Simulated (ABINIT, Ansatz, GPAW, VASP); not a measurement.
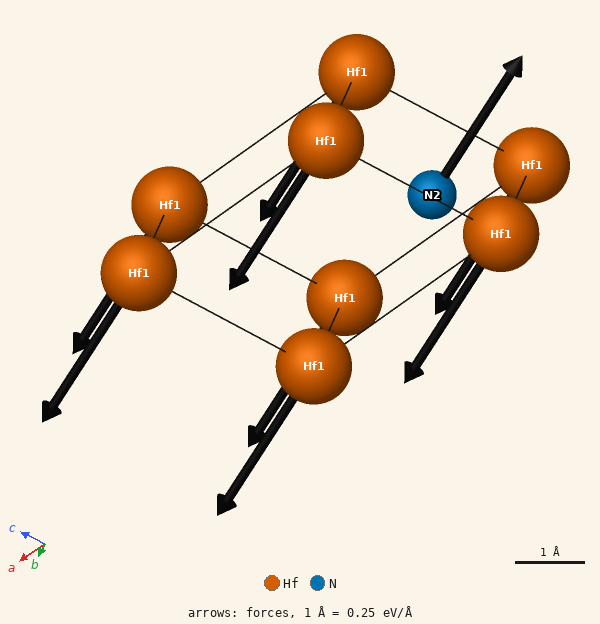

HfN (2 atoms) with its atoms moved off their places at random, by some hundredths of an ångström. The arrows are the forces from VASP (PBE potentials, release 64 Hf_pv, N). The parent cell is a structure listed in the Materials Project. It needn't be the stable form of this composition.

```
Hf N
1.0
     0.00000    2.45482    2.45482
     2.45482    0.00000    2.45482
     2.45482    2.45482    0.00000
Hf N
1 1
Direct
  0.99847 0.99706 0.99660
  0.26378 0.24281 0.23936
```

The same cell was run in four programs or potential sets. Alike in all runs: functional PBE; k mesh 9 × 9 × 9 on the run's cell of 2 atoms; occupations fermi-dirac, width 0.05 eV; no spin polarisation; no spin-orbit coupling. The table gives the Cartesian components of the force on Hf1; with the net force removed, that on N2 is equal and opposite.

| program | Fx on Hf1 (eV/Å) | Fy on Hf1 (eV/Å) | Fz on Hf1 (eV/Å) |
| --- | --- | --- | --- |
| VASP (PBE potentials, release 64 Hf_pv, N) | -0.354 | 0.266 | 0.343 |
| ABINIT (JTH PAW PBE v2.0) | -0.360 | 0.274 | 0.351 |
| Ansatz (Ansatz PAW soft_1) | -0.356 | 0.266 | 0.344 |
| GPAW (PAW data 1.2.1) | ? | ? | ? |

Estimate the row of GPAW (PAW data 1.2.1).

Answer. (-0.379, 0.285, 0.367) eV/Å on Hf1. The medians of the other rows are -0.356, 0.266, 0.344 eV/Å.

How well do the programs agree?

Answer. The size of the force spans 0.560 to 0.599 eV/Å. Against the median force vectors, the rows deviate by 0.006 eV/Å rms as a rule, and GPAW (PAW data 1.2.1) most, by 0.032 eV/Å. With one functional throughout, the spread comes from potentials, basis sets and numerical settings. Deviations count direction as well as size.
